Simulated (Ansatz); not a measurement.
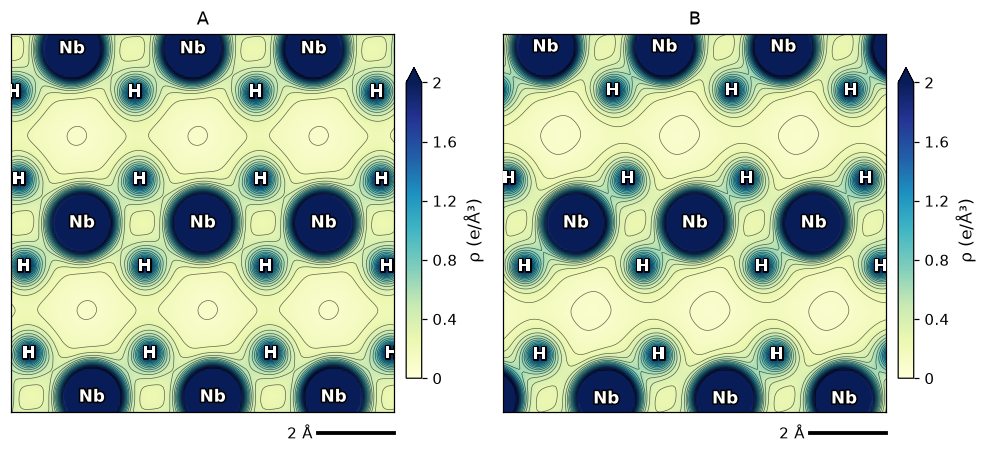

NbH2. The valence pseudo-density of two cells that differ in size and shape, on the (11̄0) plane of each (indices in the axes of the calculation cell), at one length scale and on one colour scale; one has 7.9 and the other 8.3 Å³ an atom.

These are results of Ansatz 0.2.0, DFT PBEsol, scalar-relativistic, plane waves, PAW, not measurements.

The density is the valence pseudo-density of a PAW calculation; it isn't the true density close to the nuclei.

> Which panel shows the smaller cell, and what does the compression change?

Panel A is the smaller cell, by 5 % in volume. From the larger cell to the smaller, Nb–H goes from 1.78 to 1.90 Å, and the density at its midpoint from 1.1 to 0.82 e/Å³; the pressure goes from −5 to −3.8 GPa.
